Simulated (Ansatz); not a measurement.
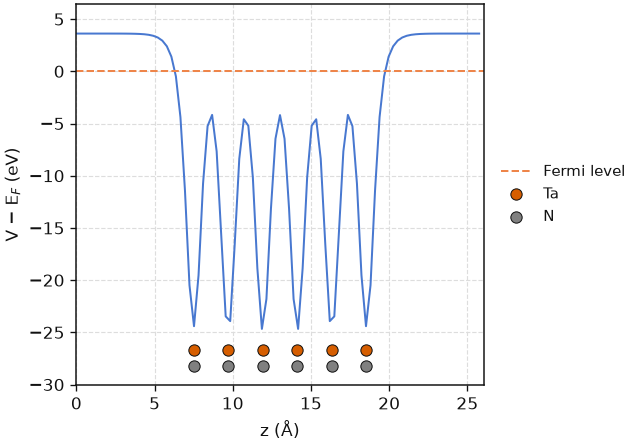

Plane-averaged electrostatic potential energy of an electron across the slab; circles at the bottom mark the heights of the atoms.

System: a (100) slab cut from TaN (Fm-3m), unrelaxed, ended by TaN planes, 12 atoms in the cell.

```
Ta N
1.0
     3.12348    0.00000    0.00000
     0.00000    3.12348    0.00000
     0.00000    0.00000   26.04317
Ta N
6 6
Direct
  0.00000 0.00000 0.28798
  0.50000 0.50000 0.37279
  0.00000 0.00000 0.45760
  0.50000 0.50000 0.54240
  0.00000 0.00000 0.62721
  0.50000 0.50000 0.71202
  0.50000 0.50000 0.28798
  0.00000 0.00000 0.37279
  0.50000 0.50000 0.45760
  0.00000 0.00000 0.54240
  0.50000 0.50000 0.62721
  0.00000 0.00000 0.71202
```

Computed with Ansatz: DFT PBE, scalar-relativistic, plane waves, PAW, no spin polarisation, 11×11×1 k mesh, Gaussian smearing of 0.1 eV.

Question: What is the work function?

Answer: The work function is 3.62 eV, the same on both faces. The two vacuum levels agree, so the slab has no net dipole along its normal.

Question: How thick are slab and vacuum?

Answer: The outermost atoms are 11.0 Å apart, which leaves 15.0 Å of vacuum in a cell 26.0 Å high.

The atoms aren't at rest in this cell (largest force 2.2 eV/Å), so the relaxed material can differ. Spin-orbit coupling is left out, which matters for Ta.
